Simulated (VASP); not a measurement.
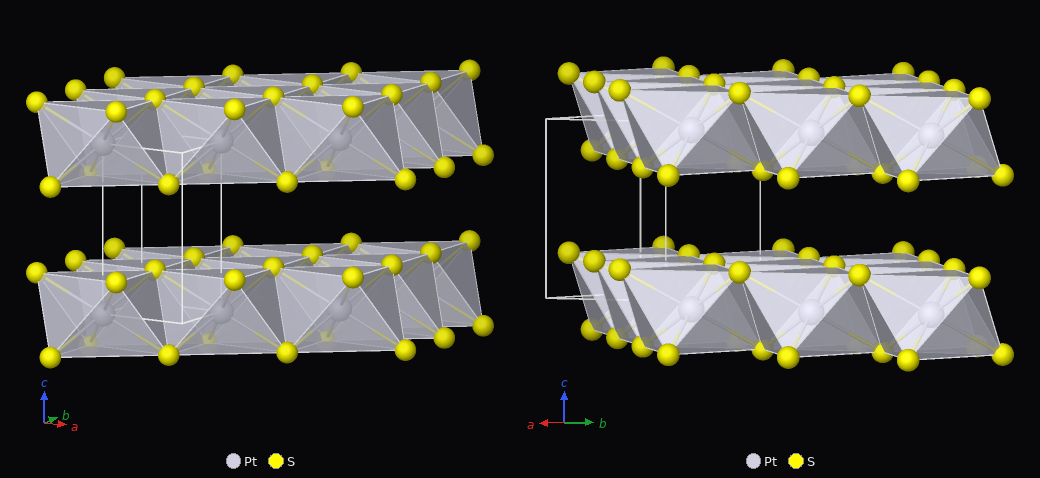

Polyhedra are drawn about Pt (bonds: Pt–S below 2.6 Å); other atoms are plain spheres. Two views of the same piece.

PtS₂ (space group P-3m1, No. 164). Coordinates: an entry of the Crystallography Open Database, as set up for an electronic-structure calculation.

**What figure surrounds each Pt atom, and what does it share with the other drawn polyhedra?**

Pt: PtS6 octahedron, sharing edges with six neighbours.

**How do these polyhedra hang together as a whole?**

They form layers of edge-sharing octahedra parallel to (001).
